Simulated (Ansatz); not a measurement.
The coordinates of a crystal:

```yaml
crystal:
  lattice:
    - [5.47917, 0.00000, 0.00000]
    - [0.00000, 5.47917, 0.00000]
    - [0.00000, 0.00000, 5.47917]
  atoms:
    - { symbol: Li, position: [0.00000, 0.00000, 0.00000] }
    - { symbol: Br, position: [0.50000, 0.00000, 0.00000] }
    - { symbol: Li, position: [0.00000, 0.50000, 0.50000] }
    - { symbol: Br, position: [0.50000, 0.50000, 0.50000] }
    - { symbol: Li, position: [0.50000, 0.00000, 0.50000] }
    - { symbol: Br, position: [0.00000, 0.00000, 0.50000] }
    - { symbol: Li, position: [0.50000, 0.50000, 0.00000] }
    - { symbol: Br, position: [0.00000, 0.50000, 0.00000] }
```

**What crystal do these data define?**

The structure is one of LiBr. The symmetry is that of Fm-3m (No. 225), on a face-centred cubic lattice. Among the common structure types it is rock salt (NaCl type). Cell content 4 Li, 4 Br; Z = 4. Each Li is bonded to six Br in an octahedral arrangement at 2.74 Å. The neighbours of Br are six Li in an octahedral arrangement at 2.74 Å. The bonds build a three-dimensional framework.

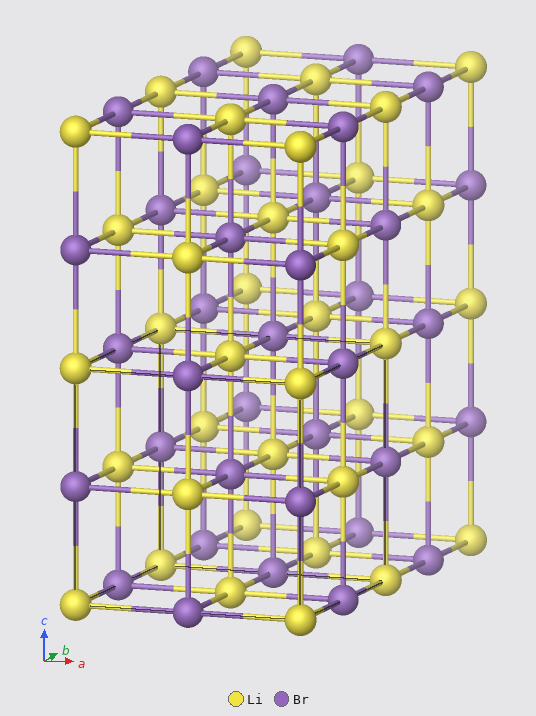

Crystal structure, ball-and-stick style, seen slightly off an axis. The structure is repeated 1×2×2 times; solid lines mark one conventional unit cell.

Starting structure: a structure listed in the Materials Project. Earlier steps of the study may have refined or changed the cell and positions. It was run through Ansatz as a DFT input.
